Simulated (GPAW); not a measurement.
# S K-edge XANES of zinc-blende (ZnS)₁₋ₓ(CdS)ₓ at x = 0.875, part 2 of 3

What does the S K edge look like in zinc-blende (ZnS)₁₋ₓ(CdS)ₓ at x = 0.875?

GPAW 26.7.0; X-ray absorption from dipole matrix elements to empty bands, plane-wave PAW LDA.

So far. Step 3 (Ground state of the crystal): The mesh shows a gap of 0.92 eV. The excited electron is kept all the same, so that all members of the series, with or without a gap, are treated alike.

### 5. Spectrum with XCH, S atom 2

The holes are 8.2 Å apart. In GPAW the data set carries the hole's charge, so charge=0 means a charged cell and charge=-1 a neutral one. The excited electron is kept in the cell, where it fills the lowest empty states and screens the hole. After the field has converged, empty bands are computed with the density fixed and the dipole matrix elements are summed.

The absorber has 1 Cd at 2.49 Å and 3 Cd at 2.50 Å (tetrahedral).

xas.py

```python
import numpy as np
from ase import Atoms
from ase.parallel import parprint, paropen
from gpaw import GPAW, PW, FermiDirac, Mixer, MixerDif, setup_paths
from gpaw.test import gen
setup_paths.insert(0, '.')
gen('S', name='fch1s', xcname='LDA', corehole=(1, 0, 1), write_xml=True)
from gpaw.mpi import world
world.barrier()

atoms = Atoms('CdSCdSCdSZnSCdSCdSCdSCdS',
    cell=[[0, 5.76875, 5.76875],
     [5.76875, 0, 5.76875],
     [5.76875, 5.76875, 0]],
    scaled_positions=[[0.0005228, 0.9990374, 0.9980789],
     [0.1250578, 0.1249583, 0.1237999],
     [0.0010558, 0.9982396, 0.4996004],
     [0.1184581, 0.1436981, 0.6179365],
     [0.0020733, 0.501071, 0.9997193],
     [0.1204965, 0.6185042, 0.1440965],
     [0.0023461, 0.4998781, 0.5000836],
     [0.1209733, 0.6178514, 0.6191179],
     [0.4993838, 0.0002754, 0.0007408],
     [0.624742, 0.1248269, 0.1254976],
     [0.498421, 0.999619, 0.5017966],
     [0.6250505, 0.1245749, 0.6260505],
     [0.5010903, 0.5010094, 0.9987995],
     [0.6259858, 0.6255986, 0.1252311],
     [0.5016858, 0.500616, 0.5014305],
     [0.6461017, 0.6193216, 0.6187309]],
    pbc=True)
atoms.calc = calc = GPAW(legacy_gpaw=True, mode=PW(400, force_complex_dtype=True), xc='LDA', setups={1: 'fch1s'},
    kpts={'size': (3, 3, 3), 'gamma': True}, occupations=FermiDirac(0.04),
    charge=-1, mixer=Mixer(0.1, 5, 50), maxiter=150,
    convergence={'density': 0.0001, 'eigenstates': 1e-6}, txt='scf.txt')
energy = atoms.get_potential_energy() + calc.get_reference_energy()
ef = calc.get_fermi_level()
out = dict(energy=energy, fermi=ef, forces=atoms.get_forces().tolist())
parprint(f'all-electron energy {energy:.4f} eV, Fermi level {ef:.4f} eV')
ev = np.array([[calc.get_eigenvalues(k, s) for k in range(len(calc.get_ibz_k_points()))] for s in range(calc.get_number_of_spins())])
out['homo'], out['lumo'], out['counts'] = ev[ev < ef].max(), ev[ev > ef].min(), sorted(set((ev < ef).sum((0, 2)).tolist()))
out['filled'] = (ev[:, 0] < ef).sum(1).tolist()

from ase.units import Ha
from gpaw.xas import dipole_matrix_elements
nb = int(calc.get_number_of_electrons() / 2) + 196
top, nb = nb, nb + 8 + nb // 12
nscf = calc.fixed_density(kpts={'size': (4, 4, 4), 'gamma': True}, nbands=nb,
    convergence={'bands': top, 'eigenstates': 5e-3}, maxiter=60, txt='nscf.txt')
cell = atoms.cell.array
ops = [cell.T @ U.T @ np.linalg.inv(cell.T) for U in nscf.wfs.kd.symmetry.op_scc]
filled = [72]  # bands filled in the ground state, by spin
E = np.arange(-6, 30, 0.1)
fwhm = np.interp(E, [4, 25], [0.9, 3.5])
Y, X, zero, highest = 0, 0, 1e9, 1e9
for spin in range(nscf.get_number_of_spins()):
    wfs = nscf.wfs
    mine = wfs.bd.get_slice()  # this rank's bands
    A = dipole_matrix_elements(wfs.setups[1])
    eps = np.zeros((wfs.kd.nibzkpts, nb))
    d = np.zeros((3, A.shape[1], wfs.kd.nibzkpts, nb), complex)
    for kpt in wfs.kpt_u:
        if kpt.s == spin and 1 in kpt.P_ani:
            eps[kpt.k, mine] = kpt.eps_n * Ha
            d[:, :, kpt.k, mine] = (kpt.weight * wfs.nspins / 2) ** 0.5 * np.inner(A, kpt.P_ani[1])
    world.sum(eps)
    world.sum(d)
    T = np.einsum('amkn,bmkn->abkn', d, d.conj()).real
    T = sum(np.einsum('ai,ijkn,bj->abkn', R, T, R) for R in ops) / len(ops)
    empty = np.ones_like(eps, bool) & (np.arange(nb) >= filled[spin])
    zero, highest = min(zero, eps[empty].min()), min(highest, eps[:, top - 1].min())
    lines = [(eps, T, empty)] if spin == 0 else lines + [(eps, T, empty)]
for eps, T, empty in lines:
    f = np.einsum('aakn->akn', T).reshape(3, -1)
    x = eps.ravel() - zero
    w = np.interp(x, E, fwhm) / 2.35482
    g = np.exp(-0.5 * ((E[:, None] - x) / w) ** 2) / (w * (2 * np.pi) ** 0.5)
    Y = Y + (f * empty.ravel()) @ g.T
    X = X + (f * ~empty.ravel()) @ g.T
out.update(E=E.round(2).tolist(), xas=Y.tolist(), xes=X.tolist(), zero=zero, valid=highest - zero, nk=len(eps), nb=nb)
for i in range(0, len(E), 10):
    parprint(f'{E[i]:7.2f}', *(f'{v:10.3e}' for v in Y[:, i]))
import json
with paropen('out.json', 'w') as f:
    json.dump(out, f)
```

Command:

```console
$ OMP_NUM_THREADS=1 mpirun -n 4 gpaw python xas.py
```

Numbers of over 12 decimals in the logs are rounded to 6 here.

The log of the run:

```text
Input parameters:
  charge: -1
  convergence: {density: 0.0001,
                eigenstates: 1e-06}
  kpts: {gamma: True,
         size: (3, 3, 3)}
  maxiter: 150
  mixer: {backend: pulay,
          beta: 0.1,
          method: separate,
          nmaxold: 5,
          weight: 50}
  mode: {ecut: 400.0,
         force_complex_dtype: True,
         name: pw}
  occupations: {fixmagmom: False,
                name: fermi-dirac,
                width: 0.04}
  setups: {1: fch1s}

Initialize ...

[... PAW data sets ...]

Reference energy: -1197151.309948  # eV

Spin-paired calculation

[... convergence settings ...]
Symmetries present (total): 1
  [... symmetry matrices ...]

27 k-points: 3 x 3 x 3 Monkhorst-Pack grid
14 k-points in the irreducible part of the Brillouin zone
       k-points in crystal coordinates                weights
   0:     0.00000000    0.00000000    0.00000000          1/27
   1:     0.00000000    0.00000000    0.33333333          2/27
   2:     0.00000000    0.33333333   -0.33333333          2/27
   3:     0.00000000    0.33333333    0.00000000          2/27
   4:     0.00000000    0.33333333    0.33333333          2/27
   5:     0.33333333   -0.33333333   -0.33333333          2/27
   6:     0.33333333   -0.33333333    0.00000000          2/27
   7:     0.33333333   -0.33333333    0.33333333          2/27
   8:     0.33333333    0.00000000   -0.33333333          2/27
   9:     0.33333333    0.00000000    0.00000000          2/27
          ...
  13:     0.33333333    0.33333333    0.33333333          2/27

Wave functions: Plane wave expansion
  Cutoff energy: 400.000 eV
  Number of coefficients (min, max): 6879, 6975
  Pulay-stress correction: 0.000000 eV/Ang^3 (de/decut=0.000000)
  Using FFTW library
  Wavefunction extrapolation:
    Improved wavefunction reuse through dual PAW basis

Occupation numbers: Fermi-Dirac:
  width: 0.0400  # eV

Eigensolver
   Davidson(niter=2)

Densities:
  Coarse grid: 40*40*40 grid
  Fine grid: 80*80*80 grid
  Total Charge: 0.000000

Density mixing:
  Method: separate
  Backend: pulay
  Linear mixing parameter: 0.1
  old densities: 5
  Width of damping distribution: 1.1
  Damping of long wavelength oscillations: 50

[... Hamiltonian set-up ...]
Number of atoms: 16
Number of atomic orbitals: 104
Number of bands in calculation: 91
Number of valence electrons: 145
Bands to converge: occupied

... initialized

Initializing position-dependent things.

Density initialized from atomic densities
Creating initial wave functions:
  91 bands from LCAO basis set

                            S  Cd
                                 Cd
                    S
                        Cd            Cd
                     S
                             Cd
            S             S
                               Cd
                  S
        Cd          S Zn

           S

Atomic positions and initial magnetic moments

Positions:
   0 Cd    11.520865    5.760684    5.766213    ( 0.0000,  0.0000,  0.0000)
   1 S      1.435024    1.435598    1.442280    ( 0.0000,  0.0000,  0.0000)
   2 Cd     8.640664    2.888160    5.764685    ( 0.0000,  0.0000,  0.0000)
   3 S      4.393680    4.248076    1.512314    ( 0.0000,  0.0000,  0.0000)
   4 Cd     8.657684    5.779091    2.902514    ( 0.0000,  0.0000,  0.0000)
   5 S      4.399253    1.526371    4.263110    ( 0.0000,  0.0000,  0.0000)
   6 Zn     5.768529    2.898391    2.897206    ( 0.0000,  0.0000,  0.0000)
[...]
13 S      4.331349    4.333582    7.220078    ( 0.0000,  0.0000,  0.0000)
  14 Cd     5.780556    5.786727    5.782029    ( 0.0000,  0.0000,  0.0000)
  15 S      7.142015    7.296503    7.299911    ( 0.0000,  0.0000,  0.0000)

Unit cell:
           periodic     x           y           z      points  spacing
  1. axis:    yes    0.000000    5.768750    5.768750    40     0.1665
  2. axis:    yes    5.768750    0.000000    5.768750    40     0.1665
  3. axis:    yes    5.768750    5.768750    0.000000    40     0.1665

  Lengths:   8.158244   8.158244   8.158244
  Angles:   60.000000  60.000000  60.000000

Effective grid spacing dv^(1/3) = 0.1817

iter:   1   -77.550126
iter:   2   -75.114933   -1.06  -1.20
iter:   3   -71.405796   -1.01  -1.26
iter:   4   -71.368254   -2.43  -1.57
iter:   5   -71.242984   -2.83  -1.58
iter:   6   -71.196953   -3.22  -1.79
iter:   7   -71.182756c  -3.26  -2.41
iter:   8   -71.180531c  -3.80  -2.92
iter:   9   -71.180165c  -4.15  -3.01
iter:  10   -71.179774c  -5.31  -3.22
iter:  11   -71.179727c  -5.92  -3.51
iter:  12   -71.179724c  -5.90  -3.63
iter:  13   -71.179698c  -6.13c -3.88
iter:  14   -71.179694c  -6.83c -4.21c

Converged after 14 iterations.

Dipole moment: (-18.834781, -22.733058, -22.720001) |e|*Ang

Energy contributions relative to reference atoms: (reference = -1197151.309948)

Kinetic:       +140.649404
Potential:     -131.122638
External:        +0.000000
XC:             -81.884987
Entropy (-ST):   -0.011604
Local:           +1.184329
SIC:             +0.000000
--------------------------
Free energy:    -71.185496
Extrapolated:   -71.179694

Showing only first 2 kpts
 Kpt  Band  Eigenvalues  Occupancy
  0    70      3.38573    2.00000
  0    71      3.38724    2.00000
  0    72      4.13002    2.00000
  0    73      5.84240    0.21796

  1    70      3.16592    2.00000
  1    71      3.18712    2.00000
  1    72      5.29412    1.99998
[...]
Fermi level: 5.75835

No gap
No difference between direct/indirect transitions

Forces in eV/Ang:
  0 Cd   -0.64048   -0.54253   -0.55766
  1 S     0.02088   -0.03142   -0.02192
  2 Cd    0.57198    0.65735   -0.55253
  3 S     0.02494   -0.02145    0.06824
  4 Cd    0.55590   -0.55662    0.64251
  5 S     0.02281    0.05600   -0.01633
  6 Zn    0.04377   -0.05430   -0.05874
[...]
13 S    -0.00438    0.01589   -0.06479
 14 Cd    0.10841    0.03758    0.04358
 15 S    -0.03270    0.01100    0.00479
Scalar-relativistic atomic LDA calculation for S (Sulfur, Z=16)
Core hole in 1s state (1s occupation: 1.0)
450 radial gridpoints.
|------------------------------------------------|
|------------------------------------------------|
[... the atom generator's iteration count ...]

Energy contributions:
-------------------------
Kinetic:     +307.027779
XC:           -20.036781
Potential:   -593.463960
-------------------------
Total:       -306.472962

state      eigenvalue         ekin         rmax
-----------------------------------------------
1s^1.0 :   -94.587655   125.271961        0.063
2s^2.0 :    -9.346963    20.537295        0.374
2p^6.0 :    -7.528664    20.376522        0.303
3s^2.0 :    -1.141348     3.532854        1.290
3p^4.0 :    -0.722112     2.839097        1.384
-----------------------------------------------
(units: Bohr and Hartree)

Generating PAW setup
Kinetic energy of the core from tauc = 289.375410
Cutoffs:
rc(s)=1.840
rc(p)=1.850
rc(d)=1.700
rc(vbar)=1.720
rc(comp)=1.430
rc(nct)=1.850

Kinetic energy of the core states: 288.605682
Charge: 1.0
Core electrons: 9.0
Valence electrons: 6.0
Pseudo-core charge: 0.024693
Shape function alpha=4.890
Pseudo-electron charge 6.344591
state    eigenvalue         norm
--------------------------------
3s(2) :    -1.141348     1.235204
*s    :    -0.141348
3p(4) :    -0.722112     0.962372
*p    :     0.277888
*d    :     0.000000
--------------------------------

Diagonalizing with gridspacing h=0.050

state   all-electron     PAW
-------------------------------
3s:      -1.141348    -1.142157
3p:      -0.722112    -0.722797
*d:                   -0.153507
*f:                   -0.016109
-------------------------------
all-electron energy -1197222.4896 eV, Fermi level 5.7584 eV
[...]
27.00  2.884e-06  2.893e-06  2.892e-06
  28.00  2.668e-06  2.671e-06  2.673e-06
  29.00  2.542e-06  2.539e-06  2.544e-06
```

The job ended after 9.5 min (4 MPI ranks of Arm Neoverse V1, shared host; peak memory 0.89 GiB; 38 min of CPU time).

The S K spectrum, S atom 2, excited-electron core hole (neutral cell) (energy from the bottom of the conduction band, which holds the excited electron; intensity scaled to a mean of 1 over the first 20 eV):

```
E (eV)  intensity
  -2.0       0.00
  -0.5       0.00
   1.0       0.19
   2.5       1.53
   4.0       1.75
   5.5       1.33
   7.0       1.42
   8.5       0.87
  10.0       0.48
  11.5       0.50
  13.0       1.03
  14.5       1.34
  16.0       1.05
  17.5       0.72
  19.0       0.64
  20.5       0.73
  22.0       0.83
  23.5       1.01
  25.0       1.21
  26.5       1.21
  28.0       1.08
  29.5       1.02
```

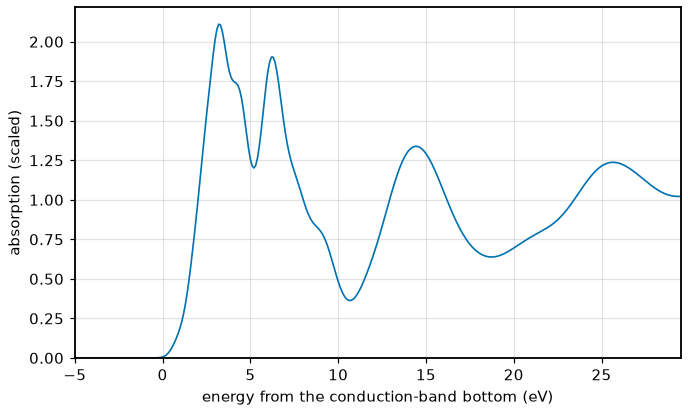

The S K edge, S atom 2, excited-electron core hole (neutral cell): main maxima at 3.2, 6.2 and 14.4 eV.

Main maxima below 24 eV (height): 3.2 eV (2.11), 6.2 eV (1.90) and 14.4 eV (1.34). A K edge sees empty p states on the absorber.

The total-energy difference is 2474.35 eV. One term is added: -16.82 eV, since the hole is spin-paired here and a spin-polarised one costs that much less in the free atom (computed apart). The photon energy is then 2457.53 eV. The functional leaves an error in such absolute values: in the free atom LDA prices this hole 9.1 eV below PBE (computed apart), and PBE is itself good to a few eV.

### 6. Reference energy of the cell

The absorbing element, whose data set is made anew, changes for the next run, so it gets a reference energy of its own.

scf.py

```python
import numpy as np
from ase import Atoms
from ase.parallel import parprint, paropen
from gpaw import GPAW, PW, FermiDirac, Mixer, MixerDif, setup_paths
from gpaw.test import gen
setup_paths.insert(0, '.')
gen('Zn', name='nch1s', xcname='LDA', corehole=(1, 0, 0), write_xml=True)
from gpaw.mpi import world
world.barrier()

atoms = Atoms('CdSCdSCdSZnSCdSCdSCdSCdS',
    cell=[[0, 5.76875, 5.76875],
     [5.76875, 0, 5.76875],
     [5.76875, 5.76875, 0]],
    scaled_positions=[[0.0005228, 0.9990374, 0.9980789],
     [0.1250578, 0.1249583, 0.1237999],
     [0.0010558, 0.9982396, 0.4996004],
     [0.1184581, 0.1436981, 0.6179365],
     [0.0020733, 0.501071, 0.9997193],
     [0.1204965, 0.6185042, 0.1440965],
     [0.0023461, 0.4998781, 0.5000836],
     [0.1209733, 0.6178514, 0.6191179],
     [0.4993838, 0.0002754, 0.0007408],
     [0.624742, 0.1248269, 0.1254976],
     [0.498421, 0.999619, 0.5017966],
     [0.6250505, 0.1245749, 0.6260505],
     [0.5010903, 0.5010094, 0.9987995],
     [0.6259858, 0.6255986, 0.1252311],
     [0.5016858, 0.500616, 0.5014305],
     [0.6461017, 0.6193216, 0.6187309]],
    pbc=True)
atoms.calc = calc = GPAW(legacy_gpaw=True, mode=PW(400, force_complex_dtype=True), xc='LDA', setups={6: 'nch1s'},
    kpts={'size': (3, 3, 3), 'gamma': True}, occupations=FermiDirac(0.02),
    charge=0, mixer=Mixer(0.1, 5, 50), maxiter=150,
    convergence={'density': 0.0001, 'eigenstates': 1e-6}, txt='scf.txt')
energy = atoms.get_potential_energy() + calc.get_reference_energy()
ef = calc.get_fermi_level()
out = dict(energy=energy, fermi=ef, forces=atoms.get_forces().tolist())
parprint(f'all-electron energy {energy:.4f} eV, Fermi level {ef:.4f} eV')
ev = np.array([[calc.get_eigenvalues(k, s) for k in range(len(calc.get_ibz_k_points()))] for s in range(calc.get_number_of_spins())])
out['homo'], out['lumo'], out['counts'] = ev[ev < ef].max(), ev[ev > ef].min(), sorted(set((ev < ef).sum((0, 2)).tolist()))
out['filled'] = (ev[:, 0] < ef).sum(1).tolist()
import json
with paropen('out.json', 'w') as f:
    json.dump(out, f)
```

Command:

```console
$ OMP_NUM_THREADS=1 mpirun -n 4 gpaw python scf.py
```

The log of the run:

```text
Input parameters:
  convergence: {density: 0.0001,
                eigenstates: 1e-06}
  kpts: {gamma: True,
         size: (3, 3, 3)}
  maxiter: 150
  mixer: {backend: pulay,
          beta: 0.1,
          method: separate,
          nmaxold: 5,
          weight: 50}
  mode: {ecut: 400.0,
         force_complex_dtype: True,
         name: pw}
  occupations: {fixmagmom: False,
                name: fermi-dirac,
[...]
*s    :     0.771506
4p(0) :    -0.045217     1.008310
*p    :     0.954783
3d(10):    -0.383140     0.154691
*d    :     0.616860
--------------------------------

Diagonalizing with gridspacing h=0.050

state   all-electron     PAW
-------------------------------
4s:      -0.228494    -0.228671
4p:      -0.045217    -0.045275
3d:      -0.383140    -0.383726
*f:                    0.072913
-------------------------------
all-electron energy -1199696.8359 eV, Fermi level 3.8790 eV
[key lines of the parts left out:]
Converged after 14 iterations.
Dipole moment: (-18.607276, -22.540807, -22.528717) |e|*Ang
Free energy:    -60.496096
Fermi level: 3.87897
```

Run time: 89 s. Hardware: 4 MPI ranks; peak memory 0.37 GiB.

Reference energy: -1199696.836 eV with the cores included.

[end of part 2 of 3]

[Banner, clock and machine lines of the logs are left out without a mark of their own.]

[Logs are printed without paths, hosts, clocks, repeated set-up lines and the standing remarks that a program may print on its own settings, such as how far it seeks lower states.]

[Hosts, paths, dates, database ids (printed as entryN), source tags and the programs' standing remarks are cut or masked in the printed files.]

[Lists of maxima count a maximum above −3 eV only where it reaches 4 % of the highest in the window and stands out from its surroundings by 2 % of it (1.5 % where it reaches 55 %); shoulders and weaker maxima are passed over, and of the rest the first, up to two pre-edge ones and the few strongest are named.]
